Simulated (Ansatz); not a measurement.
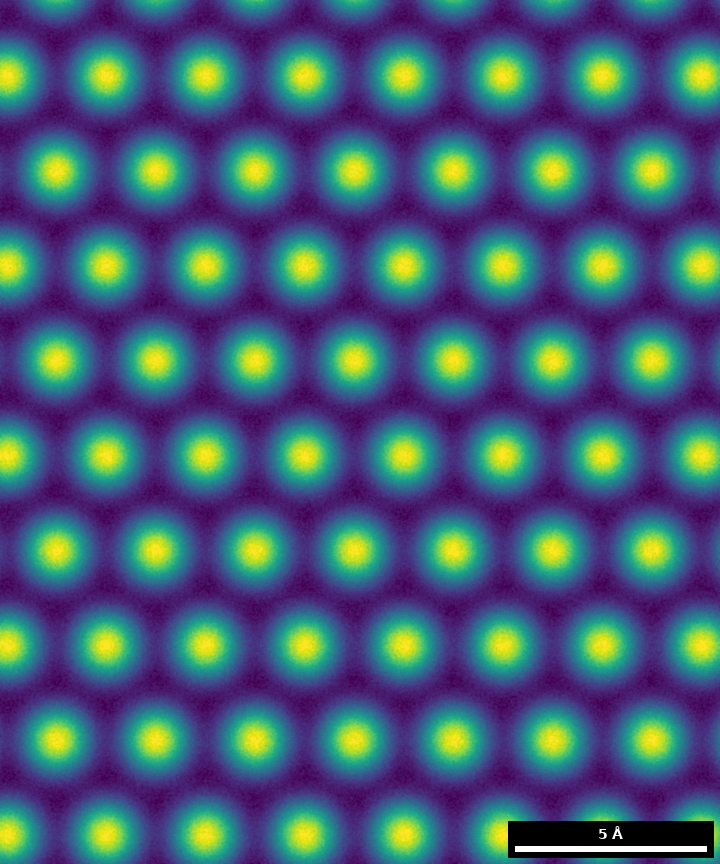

HAADF-like image of Ta (Fddd, No. 70). Simulation: incoherent imaging, intensity Z^1.7 per atom, probe width 1.30 Å, thin sample. The probe carries 25 % of its weight in a tail 2.5 times as wide. The display is stretched by a gamma of 0.8; percentages refer to the linear signal. Shot noise was added. Atomic positions: the end point of a relaxation with Ansatz, DFT, PBE, plane waves (420 eV) with PAW, scalar-relativistic; the starting structure was generated, so it need not be a known form of this composition.

```xyz
8
Lattice="2.8868 0.0000 0.0000 0.0000 5.2041 0.0000 0.0000 0.0000 9.9471" Properties=species:S:1:pos:R:3 pbc="T T T"
Ta    0.0000    2.6020    4.9735
Ta    2.1651    1.3010    7.4603
Ta    0.0000    0.0000    0.0000
Ta    2.1651    3.9031    2.4868
Ta    1.4434    2.6020    0.0000
Ta    0.7217    1.3010    2.4868
Ta    1.4434    0.0000    4.9735
Ta    0.7217    3.9031    7.4603
```

Along which zone axis is the crystal seen: [110], [201], [010] or [100]? (Directions equivalent by symmetry count as one.)

[100]. The projected cells are 2.52 × 5.13 Å, 104° for [110]; 1.25 × 1.44 Å, 116° for [201]; 1.44 × 2.59 Å, 106° for [010]; 2.60 × 2.81 Å, 118° for [100], and the image repeats as the [100] one does.
